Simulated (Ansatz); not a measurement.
# AlCu5: geometry relaxation (part 2 of 2)

Continued. System: AlCu5 (Pmmm, 6 atoms in the cell). Method: DFT PBE, scalar-relativistic, plane waves, PAW, no spin polarisation (Ansatz 0.2.0); cutoff 420 eV, 14×12×6 k-mesh, Gaussian smearing of 0.1 eV. The structure was made by a generator, so it may or may not be a known phase.

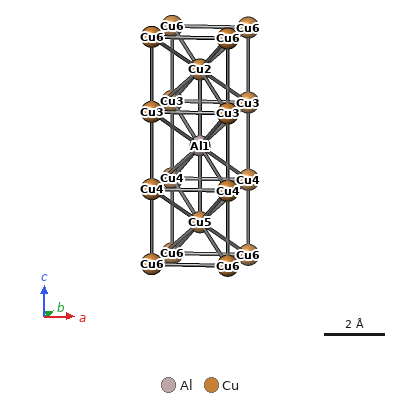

Figure 1. The geometry at step 3 of the log (ball-and-stick view of the cell of the calculation, seen slightly off an axis; atoms are numbered from 1 in the order of the input).

Output, continued:
```
--- Per-component energies (eV) ---
  E_band       = -1831.802713
  E_kinetic    = 1528.171516
  E_local      = -23532.398923  (includes V_loc(G=0)·N_el)
  E_nonlocal   = 1953.088294
  E_hartree    = 10541.793247
  E_xc         = -491.573624
  E_vxc        = -612.282036  (∫ρ·V_xc dr)
  E_paw        = -8775.972017  (= ΣΔE_a)
  E_vpaw       = -2251.969554  (= ΣTr[D̂ρ^β])
  E_aug_tail   = 0.001412  (compensation charges beyond the density's cutoff)
  E_ewald      = -14886.888766
  E_smearing   = -0.009136  (= −TS)
  E_closure    = -0.000000  (closes the sum)
  Σ components = -33663.787996   (vs F -33663.787996, Δ=0.00e0)
--- Forces (eV/Å), atoms counted from 1 ---
  atom   1  Al    -0.00000000     0.00000000     0.00000000
  atom   2  Cu     0.00000000     0.00000000     0.00184223
  atom   3  Cu     0.00000000     0.00000000     0.00192985
  atom   4  Cu    -0.00000000    -0.00000000    -0.00192985
  atom   5  Cu    -0.00000000    -0.00000000    -0.00184223
  atom   6  Cu     0.00000000     0.00000000     0.00000000
  max |Σ_I F_I| component: 2.17e-19 eV/Å
--- Stress (GPa, compression-positive) ---
        9.560590      -0.000000      -0.000000
       -0.000000       9.517191      -0.000000
       -0.000000      -0.000000       9.580536
  P = ⅓ Tr σ = 9.5528 GPa (95.528 kbar)
--- Band table (eV; the first three rows and the last of 224) ---
  k-point 0: bands = ["-96.8537", "-96.8520", "-96.3453", "-96.3420", "-96.2096", "-54.2534", "-54.2514", "-54.2058", "-54.1876", "-54.1859", "-54.1842", "-53.7740", "-53.7424", "-53.7134", "-53.6968", "-53.6677", "-53.6620", "-53.5831", "-53.5760", "-53.5437", "5.6536", "8.5279", "8.6192", "11.3321", "11.7530", "11.7995", "11.9166", "12.2670", "12.2995", "12.5507", "12.7630", "12.9107", "13.0488", "13.0911", "13.2231", "13.2363", "13.2833", "13.5209", "13.5547", "13.7010", "13.7916", "13.8913", "14.1794", "14.2382", "14.2545", "14.2550", "14.4231", "14.7424", "17.1411", "18.0369", "18.4643", "20.9535", "21.0919", "21.6087", "24.7661", "25.0047", "26.6768", "28.0943", "28.2447"]
  k-point 1: bands = ["-96.8537", "-96.8520", "-96.3453", "-96.3420", "-96.2096", "-54.2533", "-54.2514", "-54.2060", "-54.1876", "-54.1859", "-54.1840", "-53.7739", "-53.7424", "-53.7134", "-53.6968", "-53.6677", "-53.6620", "-53.5831", "-53.5760", "-53.5437", "5.7003", "7.8972", "9.3462", "11.3615", "11.7135", "11.7761", "11.8707", "12.2495", "12.2720", "12.5593", "12.7442", "12.9917", "13.0550", "13.0913", "13.2127", "13.2371", "13.2745", "13.5243", "13.5249", "13.7078", "13.8064", "13.8911", "14.1413", "14.1487", "14.2512", "14.3701", "14.4133", "14.7431", "16.9270", "17.3078", "19.7945", "20.3123", "20.9542", "22.4790", "24.5433", "25.3681", "26.7387", "26.8875", "27.8018"]
  k-point 2: bands = ["-96.8537", "-96.8520", "-96.3453", "-96.3420", "-96.2095", "-54.2533", "-54.2514", "-54.2064", "-54.1876", "-54.1859", "-54.1837", "-53.7739", "-53.7424", "-53.7134", "-53.6968", "-53.6677", "-53.6620", "-53.5831", "-53.5760", "-53.5437", "5.8125", "7.3950", "10.1295", "11.4390", "11.4558", "11.7735", "11.8318", "12.1531", "12.2187", "12.5930", "12.7281", "13.0700", "13.0876", "13.1589", "13.1895", "13.2445", "13.2585", "13.4661", "13.5297", "13.7212", "13.8372", "13.8903", "13.9513", "14.1196", "14.2444", "14.3926", "14.6059", "14.7446", "15.9361", "17.7326", "19.4486", "20.9468", "21.4724", "23.6196", "24.3074", "25.1968", "26.0728", "26.4432", "26.8855"]
  k-point 223: bands = ["-96.8501", "-96.8484", "-96.3414", "-96.3386", "-96.2065", "-54.2500", "-54.2480", "-54.2337", "-54.2317", "-54.2021", "-54.1794", "-53.7701", "-53.7370", "-53.7194", "-53.7085", "-53.7061", "-53.6940", "-53.5812", "-53.5803", "-53.5763", "10.8441", "11.1186", "11.4242", "11.5442", "11.6836", "11.7978", "12.2746", "12.3355", "12.5174", "12.6670", "12.7866", "12.8902", "12.9377", "12.9620", "13.0919", "13.1338", "13.2159", "13.3881", "13.6754", "13.7818", "13.8629", "14.3262", "14.5145", "14.5632", "14.7068", "15.7225", "15.8158", "16.0412", "16.2331", "17.0095", "17.8464", "19.6768", "20.1170", "21.2396", "21.2487", "21.5113", "21.7760", "21.9129", "23.4075"]
--- Relaxed structure (3 steps of the walk, 3 accepted, 1 SCFs on fresh bases) ---
  F+E_penalty+E_count = -33663.78799589 eV   max|allowed force component| = 1.930e-3 eV/Å   (the final SCF, on the basis selected at the relaxed cell)
  cell:  # Å, volume = 69.9318 Å³
    - [2.6033116999106034, 0.0, 0.0]
    - [0.0, 3.498240802883919, 0.0]
    - [0.0, 0.0, 7.678898913885534]
  atoms:
    - { symbol: Al, position: [0.5, 0.5000000000000001, 0.5] }
    - { symbol: Cu, position: [0.5, 0.5000000000000001, 0.8360316806473574] }
    - { symbol: Cu, position: [0.0, 0.0, 0.6700168950287443] }
    - { symbol: Cu, position: [0.0, 0.0, 0.32998310497125566] }
    - { symbol: Cu, position: [0.5, 0.5000000000000001, 0.1639683193526426] }
    - { symbol: Cu, position: [0.0, 0.0, 0.0] }
```

Trajectory as extended XYZ (Å, eV, eV/Å), 4 frames, from step=1 to step=4:
```
6
Lattice="2.6011 0.0000 0.0000 0.0000 3.5028 0.0000 0.0000 0.0000 7.6754" Properties=species:S:1:pos:R:3:forces:R:3 step=1 energy=-33663.78788 pressure_GPa=9.56
Al    1.3006    1.7514    3.8377    0.0000   0.0000   0.0000
Cu    1.3006    1.7514    6.4188    0.0000   0.0000  -0.0142
Cu    0.0000    0.0000    5.1453    0.0000   0.0000  -0.0216
Cu    0.0000    0.0000    2.5302    0.0000   0.0000   0.0216
Cu    1.3006    1.7514    1.2567    0.0000   0.0000   0.0142
Cu    0.0000    0.0000    0.0000    0.0000   0.0000   0.0000
6
Lattice="2.6017 0.0000 0.0000 0.0000 3.5017 0.0000 0.0000 0.0000 7.6760" Properties=species:S:1:pos:R:3:forces:R:3 step=2 energy=-33663.78795 pressure_GPa=9.56
Al    1.3009    1.7508    3.8380    0.0000   0.0000   0.0000
Cu    1.3009    1.7508    6.4185    0.0000   0.0000  -0.0080
Cu    0.0000    0.0000    5.1446    0.0000   0.0000  -0.0122
Cu    0.0000    0.0000    2.5314    0.0000   0.0000   0.0122
Cu    1.3009    1.7508    1.2575    0.0000   0.0000   0.0080
Cu    0.0000    0.0000    0.0000    0.0000   0.0000   0.0000
6
Lattice="2.6033 0.0000 0.0000 0.0000 3.4982 0.0000 0.0000 0.0000 7.6789" Properties=species:S:1:pos:R:3:forces:R:3 step=3 energy=-33663.78801 pressure_GPa=9.55
Al    1.3017    1.7491    3.8394    0.0000   0.0000   0.0000
Cu    1.3017    1.7491    6.4198    0.0000   0.0000   0.0018
Cu    0.0000    0.0000    5.1450    0.0000   0.0000   0.0019
Cu    0.0000    0.0000    2.5339    0.0000   0.0000  -0.0019
Cu    1.3017    1.7491    1.2591    0.0000   0.0000  -0.0018
Cu    0.0000    0.0000    0.0000    0.0000   0.0000   0.0000
6
Lattice="2.6033 0.0000 0.0000 0.0000 3.4982 0.0000 0.0000 0.0000 7.6789" Properties=species:S:1:pos:R:3:forces:R:3 step=4 energy=-33663.78800 pressure_GPa=9.55
Al    1.3017    1.7491    3.8394    0.0000   0.0000   0.0000
Cu    1.3017    1.7491    6.4198    0.0000   0.0000   0.0018
Cu    0.0000    0.0000    5.1450    0.0000   0.0000   0.0019
Cu    0.0000    0.0000    2.5339    0.0000   0.0000  -0.0019
Cu    1.3017    1.7491    1.2591    0.0000   0.0000  -0.0018
Cu    0.0000    0.0000    0.0000    0.0000   0.0000   0.0000
```

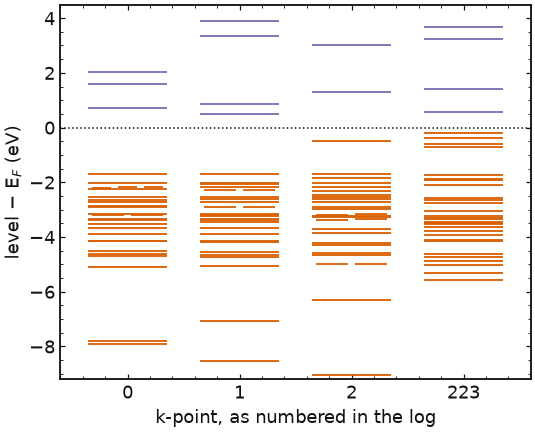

Figure 2. Kohn–Sham levels near the Fermi level (dotted) at the few k-points that the log prints; levels within 0.02 eV of each other stand side by side. The system is metallic on the full mesh.

The run was set up as follows.

Input file:
```yaml
crystal:
  lattice:
    - [2.6011228266, 0.0, 0.0]
    - [0.0, 3.5027594619, 0.0]
    - [0.0, 0.0, 7.675446458]
  atoms:
    - { symbol: Al, position: [0.5, 0.5, 0.5] }
    - { symbol: Cu, position: [0.5, 0.5, 0.8362733314] }
    - { symbol: Cu, position: [0.0, 0.0, 0.6703526227] }
    - { symbol: Cu, position: [0.0, 0.0, 0.3296473773] }
    - { symbol: Cu, position: [0.5, 0.5, 0.1637266686] }
    - { symbol: Cu, position: [0.0, 0.0, 0.0] }
basis:
  ecutwfc: 420
kpoints:
  mp_grid: { grid: [14, 12, 6] }
hamiltonian:
  xc: pbe
scf:
  occupations: { method: gaussian, width: 0.1 }
output:
  forces: true
  stress: true
  eigenvalues: true
relax:
  adjacent_minimum: "off"
  f_tol: 0.01
  max_steps: 30
  cell: { stress_tol: 0.1, fix: [volume] }
```

Launch command:
```bash
ansatz run input.yaml --threads 4 --pin off --max-ram 8192MiB --backend cpu --events-out ev --progress --plain --runs-dir out
```

Key numbers:

| quantity | value |
| --- | --- |
| outcome | converged |
| space group (tolerance 0.01 Å) | Pmmm (47) |
| electrons treated | 98 |
| free energy | −33663.7880 eV |
| Fermi energy | 16.432 eV |
| gap on the k-point mesh | none (metallic) |
| pressure | 9.55 GPa |
| final volume | 69.93 Å³ |
| largest force (length of the vector) at the end | 0.002 eV/Å |
| final cell | a = 2.603 Å, b = 3.498 Å, c = 7.679 Å, α = 90.00°, β = 90.00°, γ = 90.00° |
| hardware | 4 threads of Intel Xeon @ 2.50GHz (Skylake/Cascade Lake), 256 GiB of memory available, shared host |
| wall time | 72 s (CPU time 4.6 min) |
| peak memory | 0.98 GiB |

The cell is under a pressure of 9.6 GPa at this level, so it is not at its equilibrium volume.
